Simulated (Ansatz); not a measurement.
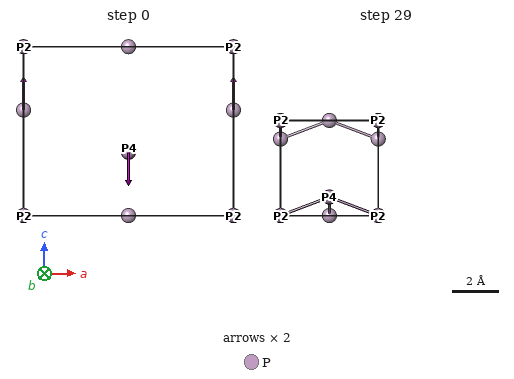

The structure of a crystal of P (set up in P4/nmm) before (left) and after (right) a relaxation, at one scale. The purple arrows give the displacements (the part carried along by the change of the cell is left out), magnified 2 times.

A ball-and-stick model of the cell of the calculation, seen along the b axis.

Case: no spin polarisation.

These are results of DFT r2SCAN, scalar-relativistic, plane waves, PAW (Ansatz 0.2.0), not measurements. (plane-wave cutoff 500 eV; k-point mesh 4 × 4 × 4; occupations gaussian; smearing width 0.02 eV; no spin polarisation; cell and atoms relaxed; force threshold 0.01 eV/Å; at most 60 steps)

Question: Describe what moved and what it gained.

Answer: The run was cut off at its time limit before the program reported convergence, but its last step already meets the force threshold: the largest component is 0.0023 eV/Å against 0.01 eV/Å. The pressure is within 0.01 GPa of its target. Over 27 accepted moves (29 points after the start) the energy falls by 21.220 eV per cell of the calculation. Largest force component: 0.32 eV/Å at the start, 0.0023 eV/Å at the end. Pressure: −0.69 GPa at the start and −0.01 GPa at the end. The line search rejected the trial steps at points 15, 27 of the run. The largest moves relative to the cell, 0.75 Å, are those of P atoms. The volume changes by −87.8 %, with a = b 9.200 → 4.282 Å (−53.5 %), c 7.400 → 4.167 Å (−43.7 %). Some distances before and after: P–P 5.372 → 2.290 Å. New bonds form, among them: P–P (5.37 → 2.29 Å). The space group stays P4/nmm (No. 129). Cost: 11 min on 1 thread of Intel(R) Xeon(R) 6975P-C (Granite Rapids), with other jobs on the host, peak memory 2 GiB.

Limits of the set-up: layers or molecules are held without a dispersion correction, so their spacing is unreliable.
